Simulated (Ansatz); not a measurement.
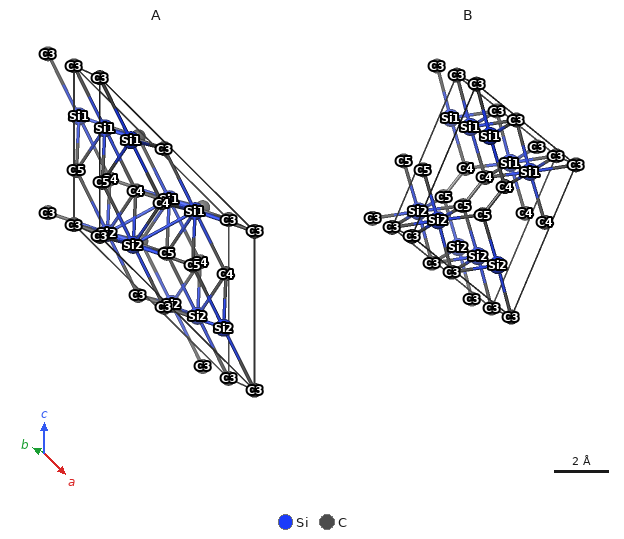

Two geometries of a crystal of Si2C3 (a generated structure, set up in C2/m) (coarse preliminary run), drawn at one scale. One is the start of a relaxation, the other its converged end. The picture is a ball-and-stick view of the conventional cell (2 times the calculation's cell), repeated 1 × 2 × 1 with one cell outlined, seen slightly off an axis. Lengths and directions refer to the drawn axes.

These are results of DFT PBE, scalar-relativistic, plane waves, PAW in Ansatz, not measurements. Settings: plane-wave cutoff 420 eV; k-point mesh 6 × 6 × 6; occupations gaussian; smearing width 0.1 eV; no spin polarisation; cell and atoms relaxed; force threshold 0.04 eV/Å; at most 70 steps.

**Which geometry has the lower energy?**

Structure B is the relaxed one. The energy falls by 2524 meV per atom in 28 accepted moves (30 points after the start). Largest force component: 0.57 eV/Å at the start, 0.0043 eV/Å at the end. The pressure goes from −23.20 to 0.04 GPa. The SCF was repeated twice at an unchanged geometry on a basis and grid sized afresh for the cell, which shifted the energy by 73.5 meV per atom at most. The largest moves relative to the cell, 0.67 Å, are those of C4 and C5. C5 goes roughly along −a. Largest moves by element: C 0.67 Å, Si 0.33 Å. The drawn cell changes as follows: a 8.507 → 5.006 Å (−41.2 %), b 3.805 → 2.890 Å (−24.0 %), c 6.015 → 6.221 Å (+3.4 %), β 135.0° → 105.6°; the volume changes by −37.0 %. Near-neighbour distances that change, for instance: Si1–Si1 4.660 → 2.890 Å, C4–C5 2.690 → 1.349 Å, Si1–Si2 2.690 → 3.967 Å, Si1–Si1 (another image) 3.805 → 2.890 Å. New bonds form: C4–C5 (2.69 → 1.35 Å). The space group (tolerance 0.01 Å) goes from C2/m (No. 12) to R-3m (No. 166). The run took 3.1 min on 1 thread of Intel(R) Xeon(R) Processor @ 2.70GHz, with other jobs on the host, peak memory 0.43 GiB.
